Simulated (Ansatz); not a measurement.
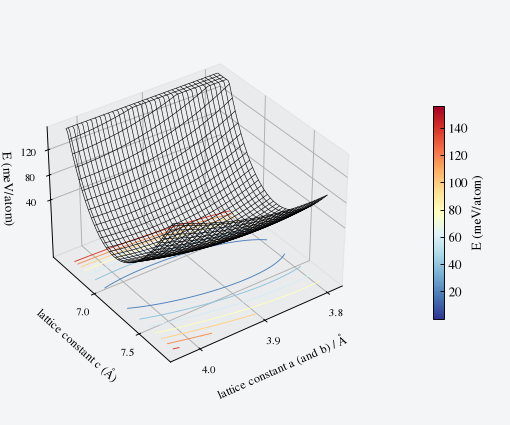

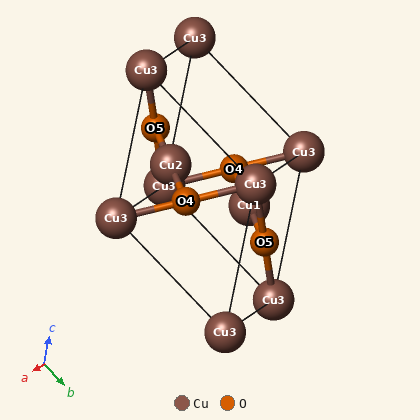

Energy landscape of Cu3O2 (I4/mmm, No. 139; 5 atoms in the cell). 
- The energy is mapped over the lattice constants a and c of the conventional cell.
- Coordinates scanned: (1) lattice constant a (and b); (2) lattice constant c.
- Nothing is relaxed (symmetry fixes all fractional coordinates).
- The grid has 7 × 7 points.
- Points are written as (first, second).
- All energies are given in meV/atom relative to the lowest grid point.
- The runs have no spin polarisation; a magnetic state may lie lower.
- Method: DFT LDA, scalar-relativistic, plane waves, PAW in Ansatz 0.2.0. Settings: cutoff 520 eV, k-mesh 14×14×14, gaussian smearing 0.15 eV, no spin polarisation.

Drawn: a relief with its contours projected below, any walls above the top of the colour scale cut off. Between grid points the surface is interpolated. The second picture is the structure at the lowest point

**Describe this landscape.**

The lowest grid point is at (3.910 Å, 7.177 Å). It is the only kind of minimum in the scanned range. The highest grid point, (3.793 Å, 6.603 Å), lies 242 meV/atom above the lowest.

Each point was launched as `ansatz run input.yaml --threads 4 --pin off --max-ram 8192MiB --backend cpu --events-out ev --progress --plain --runs-dir out`. Time for the 49 points that were run: 22 min on 4 threads of Arm Neoverse N1, on a shared host.

PAW datasets: the set soft_1.
